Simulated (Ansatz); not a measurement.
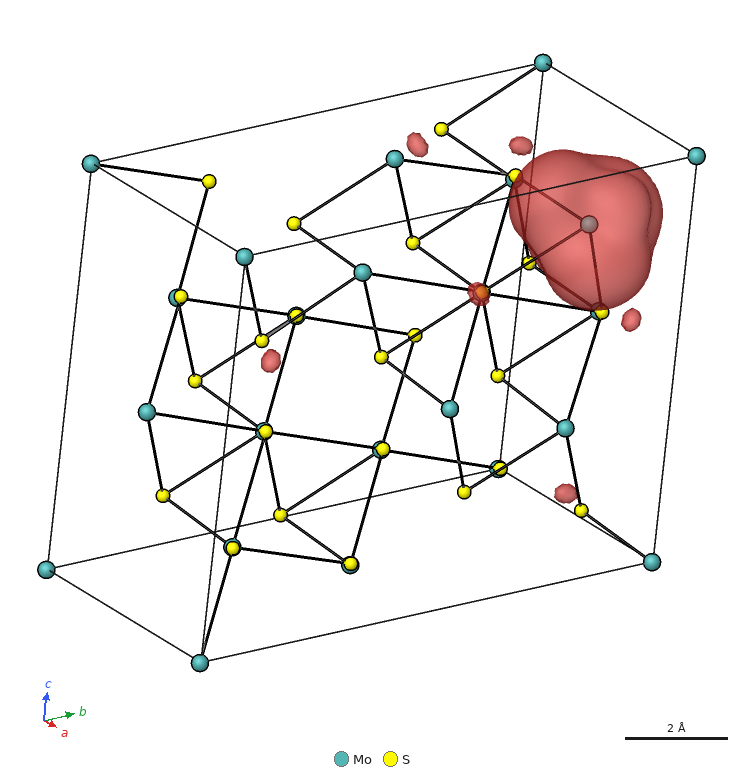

Mo$_{13}$S$_{24}$ (cell charge +3, with a compensating background) (cell with a defect). Isosurface of the spin density at +0.03 e/Å³ (red), seen slightly off an axis. Sticks mark near contacts.

Spin-polarised.

All numbers below come from Ansatz 0.2.0, DFT PBE+D3(BJ), scalar-relativistic, plane waves, PAW.

```
CELL_PARAMETERS angstrom
3.14947 5.45504 -6.64516
3.14947 -5.45504 -6.64516
-6.29894 0.00000 -6.64516
ATOMIC_POSITIONS crystal
Mo 0.50124 0.49978 0.00118
Mo 0.16689 0.16543 0.66549
Mo 0.33333 0.83802 0.82864
Mo 0.33333 0.33333 0.33333
Mo 0.82864 0.33333 0.83802
Mo 0.49978 0.00118 0.50124
Mo 0.16543 0.66549 0.16689
Mo 0.99853 0.99853 0.99853
Mo 0.66814 0.66814 0.66814
Mo 0.00118 0.50124 0.49978
Mo 0.66549 0.16689 0.16543
Mo 0.83802 0.82864 0.33333
S 0.42445 0.59013 0.75426
S 0.08779 0.25577 0.42034
S 0.25649 0.92140 0.58393
S 0.25577 0.42034 0.08779
S 0.75426 0.42445 0.59013
S 0.42034 0.08779 0.25577
S 0.08894 0.75104 0.91729
S 0.91729 0.08894 0.75104
S 0.59013 0.75426 0.42445
S 0.92140 0.58393 0.25649
S 0.58393 0.25649 0.92140
S 0.75104 0.91729 0.08894
S 0.24632 0.41089 0.57888
S 0.91241 0.07654 0.24221
S 0.08273 0.74526 0.41018
S 0.07654 0.24221 0.91241
S 0.57888 0.24632 0.41089
S 0.24221 0.91241 0.07654
S 0.91563 0.57772 0.74938
S 0.74938 0.91563 0.57772
S 0.41089 0.57888 0.24632
S 0.74526 0.41018 0.08273
S 0.41018 0.08273 0.74526
S 0.57772 0.74938 0.91563
Mo 0.83333 0.83333 0.83333
```

Where is the spin, and how is it ordered?

Answer. The spin density sits on Mo: +1.7 μB in one cell of 37 atoms: with much of the spin spread outside that site. The cell of the calculation (37 atoms) carries 3.0 μB of net spin moment.
